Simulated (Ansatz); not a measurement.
# Single-point calculation, with input and output: RbBr

- system: RbBr (Pm-3m, 2 atoms in the cell)
- method: DFT PBEsol, scalar-relativistic, plane waves, PAW; levels and slopes on a dense k mesh at the converged density, no spin polarisation (Ansatz 0.2.0)

The structure derives from a Materials Project entry. Figures and captions count atoms from 1; the log counts them from 0 in places.

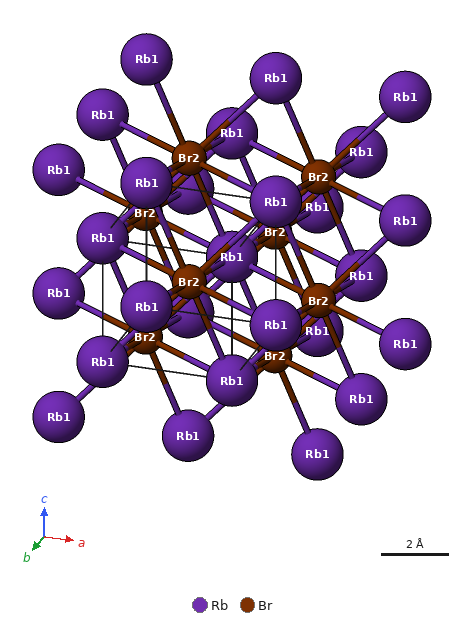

The structure as given in the input (ball-and-stick view of the cell of the calculation, repeated 2 × 2 × 2, seen at an oblique angle; atoms are numbered from 1 in the order of the input). Near neighbours in the crystal (not all of them lie inside the picture): Rb has 8 Br at 3.57 Å; Br has 8 Rb at 3.57 Å.

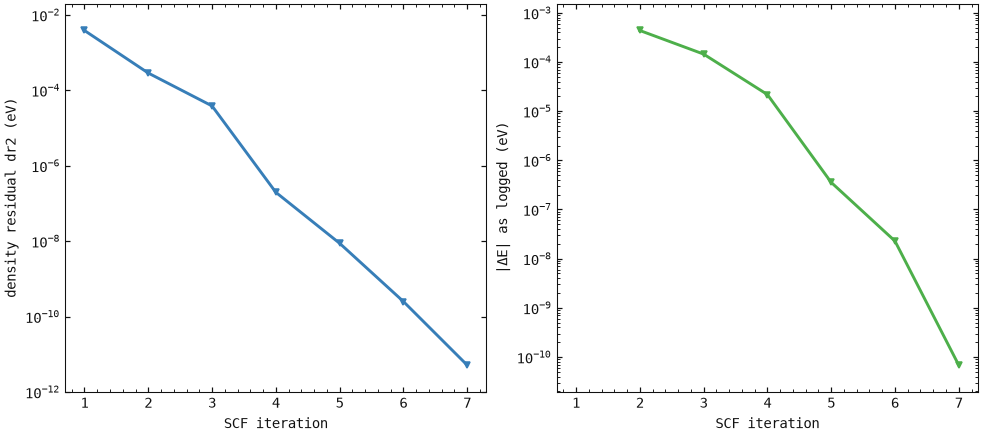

Convergence of the self-consistent field: density residual dr2 and size of the energy change against the SCF iteration. The residual falls at every step.

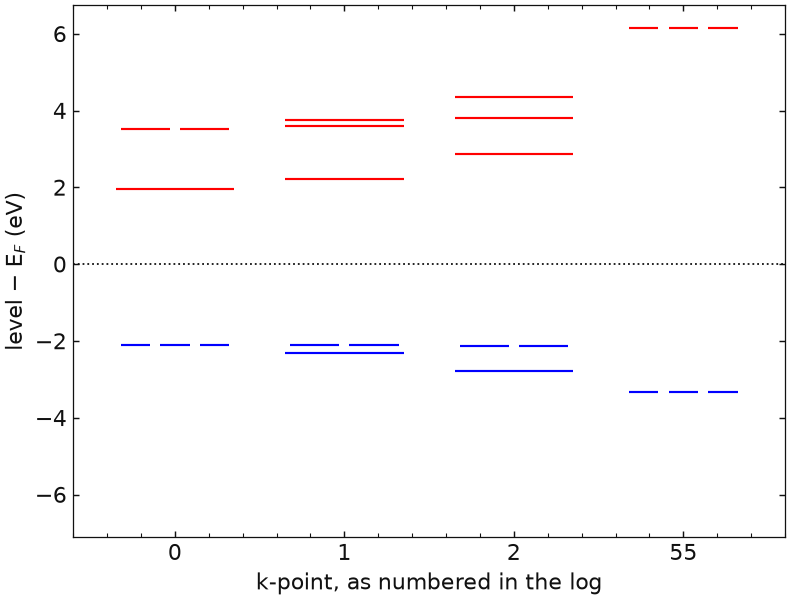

Kohn–Sham levels near the Fermi level (dotted) at the few k-points that the log prints; levels within 0.02 eV of each other stand side by side. Among these points the highest filled and lowest empty levels are 4.06 eV apart; the gap on the full mesh, 3.91 eV, has an edge at a point that isn't printed.

The input that produced these results follows, with the program's output.

### Input
```yaml
crystal:
  lattice:
    - [4.1260773, 0.0, 0.0]
    - [0.0, 4.1260773, 0.0]
    - [0.0, 0.0, 4.1260773]
  atoms:
    - { symbol: Rb, position: [0.0, 0.0, 0.0] }
    - { symbol: Br, position: [0.5, 0.5, 0.5] }
basis:
  ecutwfc: 420
kpoints:
  mp_grid: { grid: [10, 10, 10] }
hamiltonian:
  xc: pbesol
scf:
  occupations: { method: gaussian, width: 0.05 }
output:
  forces: true
  eigenvalues: true
  eigenstates:
    nscf_kmesh: { grid: [28, 28, 28] }
    top_band: c6
    de_dk: true
    localisation: true
  stress: true
checkpoint:
  write: ck
  compress: false
  write_wavefunctions: false
  write_every: 100000
```

Launch command:
```bash
ansatz run input.yaml --threads 1 --pin off --max-ram 3072MiB --backend cpu --events-out ev --progress --plain --runs-dir out
```

### What the program printed
```
Engine: ansatz 0.2.0, x86_64-unknown-linux-gnu
Pseudopotentials: kind: paw
Pseudopotential: Rb, paw, valence charge 9, recommended cutoff 420 eV (normal), Rb.paw.azcp
Pseudopotential: Br, paw, valence charge 7, recommended cutoff 420 eV (normal), Br.paw.azcp
Functional definition: PBEsol
  exchange = pbesol_x
  correlation = pbesol_c
Crystal: 2 atoms, lattice volume = 70.244 Å³
Basis set: ecut = 420 eV, 1357 PW (Γ), exchange–correlation on 60×60×60 points (8 copies of the dense FFT grid, shifted against one another)
Bands: 12, of which v1, the nominal top of the filled ones, is band 8 counted from 1 (7 counted from 0)
Symmetry: 48 space group operations
Space group: Pm-3m (ITA 221), of the structure as read, at distance tolerance 4.1e-5 Å
k-points: 56 of 1000
Non-local potential: Rb, projectors of the file, l = 0: 3, l = 1: 2, l = 2: 2
Non-local potential: Br, projectors of the file, l = 0: 2, l = 1: 2, l = 2: 2
PAW form: soft (Blöchl's): semilocal exchange-correlation on the pseudo side does not see the compensation charge
PAW frozen core: Rb, regenerated for the run's functional, and the local potential with it (the file was generated under x = pbe(κ = 0.804, μ = 0.2195149727645171), c = pbe(β = 0.06672455060314922))
PAW frozen core: Br, regenerated for the run's functional, and the local potential with it (the file was generated under x = pbe(κ = 0.804, μ = 0.2195149727645171), c = pbe(β = 0.06672455060314922))
PAW one-centre angular grid: Rb, 110 points (default); XC on 64 Gauss nodes
PAW one-centre angular grid: Br, 110 points (default); XC on 64 Gauss nodes
Initial density: superposition of atomic densities (neutral atoms: chi_scale 0, normalization atom), corrected by the library's trained network
Initial wavefunctions: pseudopotential atomic-orbital guess
Functional: x = pbesol(κ = 0.804, μ = 0.12345679012345678), c = pbesol(β = 0.046)
SCF iter   1: F=—  HF=-5956.891355 eV  |F-HF|=—  |Δ(HF+E_count)|=         —  Δρ=1.84e-3  dr2=3.86e-3  ethr=1.77e-3  ⟨swp⟩=8.3  Hψ=4826  notcnv=0
preconditioner: auto → none  [insulator: Δε(μ)=3.869 eV  Ē_g=13.278 eV  σ=0.050 eV  W_gap=1.00  n_scr=6 (ndim 8)  ℏωp=16.6 eV  f_vac=0.000  D(μ)=0.00/eV (n_scr^D=0)  ε∞_Penn≈2.6]
SCF iter   2: F=—  HF=-5956.890917 eV  |F-HF|=—  |Δ(HF+E_count)|=   4.38e-4  Δρ=7.63e-4  dr2=2.87e-4  ethr=2.41e-5  ⟨swp⟩=2.2  Hψ=1501  notcnv=0
SCF iter   3: F=—  HF=-5956.891062 eV  |F-HF|=—  |Δ(HF+E_count)|=   1.45e-4  Δρ=2.80e-4  dr2=3.85e-5  ethr=1.79e-6  ⟨swp⟩=2.0  Hψ=962  notcnv=0
SCF iter   4: F=—  HF=-5956.891084 eV  |F-HF|=—  |Δ(HF+E_count)|=   2.18e-5  Δρ=1.84e-5  dr2=1.97e-7  ethr=2.41e-7  ⟨swp⟩=2.2  Hψ=902  notcnv=0
SCF iter   5: F=—  HF=-5956.891084 eV  |F-HF|=—  |Δ(HF+E_count)|=   3.56e-7  Δρ=5.57e-6  dr2=8.76e-9  ethr=1.23e-9  ⟨swp⟩=2.1  Hψ=1136  notcnv=0
SCF iter   6: F=—  HF=-5956.891084 eV  |F-HF|=—  |Δ(HF+E_count)|=   2.28e-8  Δρ=5.99e-7  dr2=2.50e-10  ethr=5.47e-11  ⟨swp⟩=2.0  Hψ=1064  notcnv=0
SCF iter   7: F=-5956.891084 eV  HF=-5956.891084 eV  |F-HF|=9.09e-13  |Δ(HF+E_count)|=  6.82e-11  Δρ=1.54e-7  dr2=5.13e-12  ethr=1.00e-12  ⟨swp⟩=8.2  Hψ=3802  notcnv=0
SCF 1 converged in 7 iterations: F = -5956.891084 eV  dr2 = 5.13e-12
  greatest PAW one-centre occupation: 0.973 electrons in one spin orbital (limit 2), on the Rb atom at site 0 (counted from 0), in its partial waves of l = 0
NSCF: frozen V_eff on 680 k-points
SCF converged after 7 iterations
Free energy (F): -5956.891084 eV
Harris-Foulkes:  -5956.891084 eV  (|F-HF|=9.09e-13)
Internal energy: -5956.891084 eV  (E = F + TS)
E sigma→0 (E₀):  -5956.891084 eV
Fermi energy:    4.586459 eV
--- Per-component energies (eV) ---
  E_band       = -92.265094
  E_kinetic    = 326.680104
  E_local      = -717.404807  (includes V_loc(G=0)·N_el)
  E_nonlocal   = 245.026868
  E_hartree    = 172.153872
  E_xc         = -391.610793
  E_vxc        = -241.181730  (∫ρ·V_xc dr)
  E_paw        = -4772.010418  (= ΣΔE_a)
  E_vpaw       = -49.693274  (= ΣTr[D̂ρ^β])
  E_aug_tail   = -0.000002  (compensation charges beyond the density's cutoff)
  E_ewald      = -819.941851
  E_core_change = 0.215941  (= ΣΔE_core)
  E_smearing   = -0.000000  (= −TS)
  E_closure    = 0.000000  (closes the sum)
  Σ components = -5956.891084   (vs F -5956.891084, Δ=0.00e0)
--- Forces (eV/Å), atoms counted from 1 ---
  atom   1  Rb    -0.00000000     0.00000000     0.00000000
  atom   2  Br     0.00000000    -0.00000000     0.00000000
  max |Σ_I F_I| component: 3.42e-30 eV/Å
--- Stress (GPa, compression-positive) ---
       -0.600105       0.000000       0.000000
       -0.000000      -0.600105       0.000000
        0.000000       0.000000      -0.600105
  P = ⅓ Tr σ = -0.6001 GPa (-6.001 kbar)
--- Band table (eV; the first three rows and the last of 56) ---
  k-point 0: bands = ["-22.3946", "-10.0053", "-6.3815", "-6.3815", "-6.3815", "2.4774", "2.4774", "2.4774", "6.5389", "8.1022", "8.1022", "12.5425"]
  k-point 1: bands = ["-22.3926", "-10.0043", "-6.3967", "-6.3768", "-6.3768", "2.2642", "2.4706", "2.4706", "6.8042", "8.1785", "8.3299", "12.4792"]
  k-point 2: bands = ["-22.3874", "-10.0023", "-6.4343", "-6.3646", "-6.3646", "1.7947", "2.4524", "2.4524", "7.4465", "8.4032", "8.9391", "12.3600"]
  k-point 55: bands = ["-22.3362", "-9.7065", "-6.6117", "-6.6117", "-6.6117", "1.2705", "1.2705", "1.2705", "10.7285", "10.7285", "10.7285", "11.9273"]
--- Fermi surface from the table of eigenstates not read: on its mesh, or on one of the eight of every second point, the electrons fill whole bands (an insulator's do; a metal wants a denser output.eigenstates.nscf_kmesh) ---
```

### Summary

```csv
quantity,value
outcome,converged
space group (tolerance 0.01 Å),Pm-3m (221)
electrons treated,16
free energy,−5956.8911 eV
Fermi energy,4.586 eV
gap on the k-point mesh,3.91 eV
pressure,−0.60 GPa
largest force (length of the vector),under 0.001 eV/Å
hardware,"1 thread of Intel Xeon @ 2.50GHz (Skylake/Cascade Lake), 128 GiB of memory available, shared host"
wall time,27 s
peak memory,0.7 GiB
```
